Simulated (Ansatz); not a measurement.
AlRu: several calculations on one system

Part 1: Relaxation

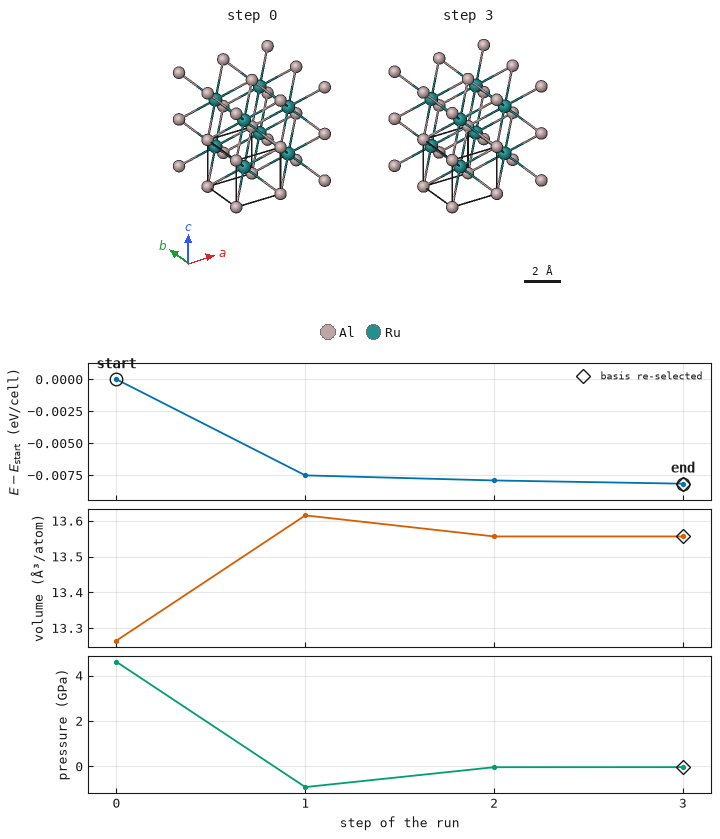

First and last geometry of a relaxation of solid AlRu (set up in Pm-3m), with the history of the run. A ball-and-stick model of the cell of the calculation, repeated 2 × 2 × 2 with one cell outlined, seen from a free direction.

Theory: DFT PBE, scalar-relativistic, plane waves, PAW (Ansatz).

Input
```yaml
crystal:
  lattice:
    - [2.98249544, 0.0, 0.0]
    - [0.0, 2.98249544, 0.0]
    - [0.0, 0.0, 2.98249544]
  atoms:
    - { symbol: Al, position: [0.0, 0.0, 0.0] }
    - { symbol: Ru, position: [0.5, 0.5, 0.5] }
basis:
  ecutwfc: 420
kpoints:
  mp_grid: { grid: [14, 14, 14] }
hamiltonian:
  xc: pbe
scf:
  occupations: { method: gaussian, width: 0.1 }
output:
  forces: true
  stress: true
  eigenvalues: true
relax:
  adjacent_minimum: "off"
  f_tol: 0.005
  max_steps: 80
  cell: { stress_tol: 0.05 }
```

Run as
```bash
ansatz run input.yaml --threads 1 --pin off --max-ram 2560MiB --backend cpu --events-out ev --progress --plain --runs-dir out
```

**What do the curves and the structures tell?**

It converged. After 2 accepted moves (3 points after the start) the energy has fallen by 8.2 meV per cell of the calculation. All forces vanish by symmetry, so only the cell relaxes. Pressure: 4.60 GPa at the start and −0.03 GPa at the end. The SCF was repeated once at an unchanged geometry on a basis and grid sized afresh for the cell, which shifted the energy by 0.3 meV per cell of the calculation at most. No atom moves by more than 0.005 Å relative to the cell. The volume changes by +2.2 %, with a = b = c 2.982 → 3.004 Å (+0.7 %). Some distances before and after: Al1–Ru2 2.583 → 2.602 Å. The space group stays Pm-3m (No. 221). Cost: 8.6 s on 1 thread of Arm Neoverse V2 (shared host), peak memory 0.33 GiB.

Part 2: A change

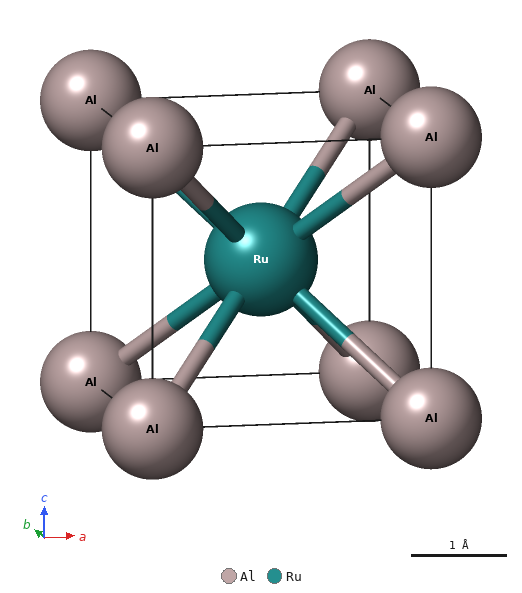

This is solid AlRu (set up in Pm-3m). A ball-and-stick model of the cell of the calculation, seen slightly off an axis.

These are results of DFT PBE, scalar-relativistic, plane waves, PAW in Ansatz 0.2.0, not measurements. Set-up: plane-wave cutoff 420 eV; occupations gaussian; smearing width 0.1 eV; no spin polarisation. The k-mesh is chosen for each cell (14×14×14, 16×16×16).

The variant: The crystal is put under a hydrostatic pressure of 90 GPa. Cell and atoms are relaxed at that pressure.

What is the effect?

Energy change: +680 meV per atom. (The two runs use different k-meshes.) The pressure goes from 0.0 to 90.0 GPa. Cell: a = b = c 3.004 → 2.760 Å (−8.1 %). Volume −22.5 %. No atom moves by more than 0.005 Å relative to the cell. Near-neighbour distances before and after: Al–Ru 2.602 → 2.390 Å. The space group stays Pm-3m (No. 221).

The changed structure in the same view:

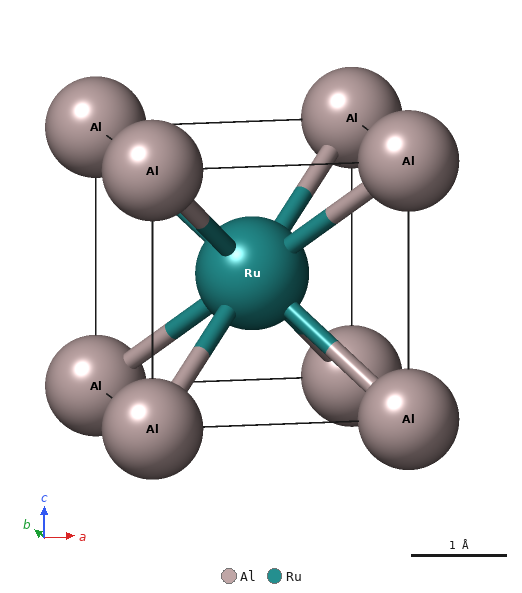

Part 3: Series

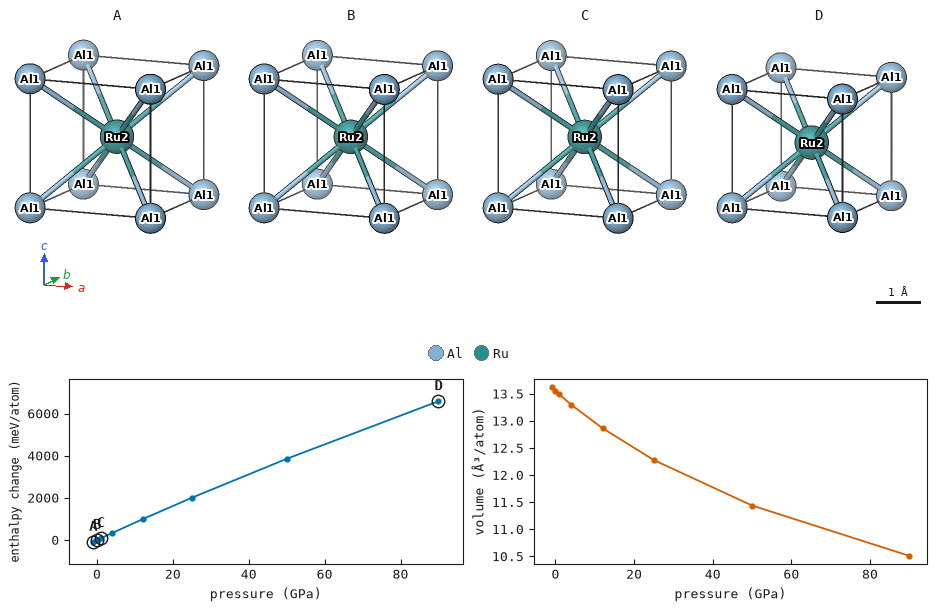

Members of a series of calculations on a crystal of AlRu (set up in Pm-3m), marked on the first curve. A ball-and-stick model of the cell of the calculation, seen slightly off an axis.

Computed with Ansatz 0.2.0, DFT PBE, scalar-relativistic, plane waves, PAW. Set-up: plane-wave cutoff 420 eV; occupations gaussian; smearing width 0.1 eV; no spin polarisation. The k-mesh is chosen for each cell (14×14×14, 16×16×16).

**Describe the series.**

The structure is relaxed at several pressures. A (pressure −1.0 GPa): enthalpy change −84.8 meV/atom, volume 13.62 Å³ per atom. B (pressure 0.0 GPa): enthalpy change 0.0 meV/atom, volume 13.56 Å³ per atom. C (pressure 1.0 GPa): enthalpy change 84.4 meV/atom, volume 13.49 Å³ per atom. D (pressure 90.0 GPa): enthalpy change 6583 meV/atom, volume 10.51 Å³ per atom. The rest compares A with D. The drawn cell changes as follows: a = b = c 3.009 → 2.760 Å (−8.3 %); the volume changes by −22.9 %. Near-neighbour distances before and after: Al–Ru 2.606 → 2.390 Å.
